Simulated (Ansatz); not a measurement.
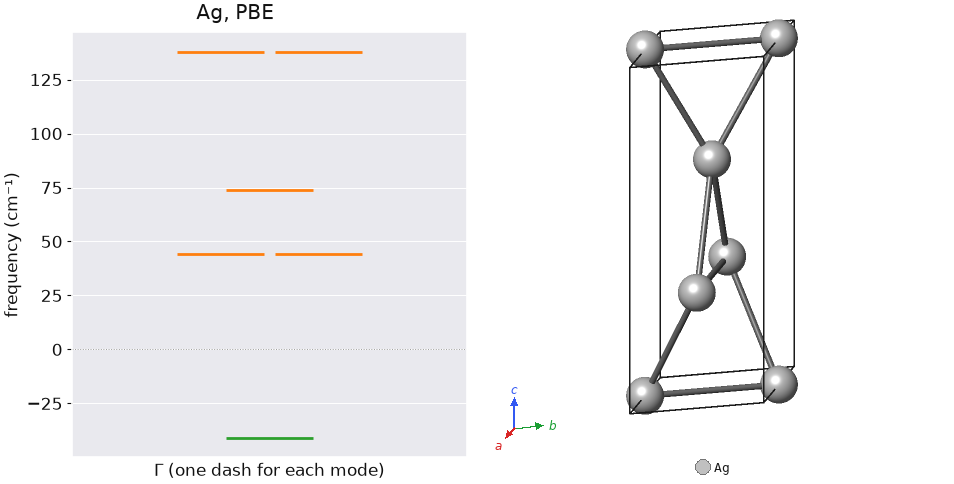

Plotted: zone-centre optical phonon frequencies (the three acoustic modes are left out) for Ag, space group P6_422 (No. 181). Imaginary frequencies are drawn as negative. The conventional cell is drawn beside the plot.

Structure:
```yaml
crystal:
  lattice:
    - [2.90715, 0.00000, 0.00000]
    - [-1.45358, 2.51767, 0.00000]
    - [0.00000, 0.00000, 7.43644]
  atoms:
    - { symbol: Ag, position: [0.50000, 0.00000, 0.00000] }
    - { symbol: Ag, position: [0.00000, 0.50000, 0.33333] }
    - { symbol: Ag, position: [0.50000, 0.50000, 0.66667] }
```

Method: harmonic phonon frequencies at the zone centre with atoms at rest in the given cell, without the long-range term of polar modes, the three translations left out, imaginary frequencies are negative; plane waves with PAW datasets, Γ-centred k mesh (Ansatz 0.2.0). Level: PBE, no spin polarisation.

wave cutoff 420 eV; k mesh 18×18×6; occupations Fermi–Dirac; smearing width 0.15 eV; pressure 0 GPa; phonon method linear response.

Q: Are there unstable modes?

A: One mode is imaginary, the softest at 41.0i cm⁻¹, so the structure is dynamically unstable.

Q: Where does the highest mode lie?

A: The highest mode lies at 138.0 cm⁻¹.

Q: List the optical modes with their degeneracies.

A: 41.0i, 44.0 (×2), 73.9, 138.0 (×2) cm⁻¹.

Keep in mind: metal sensitive to the k mesh.
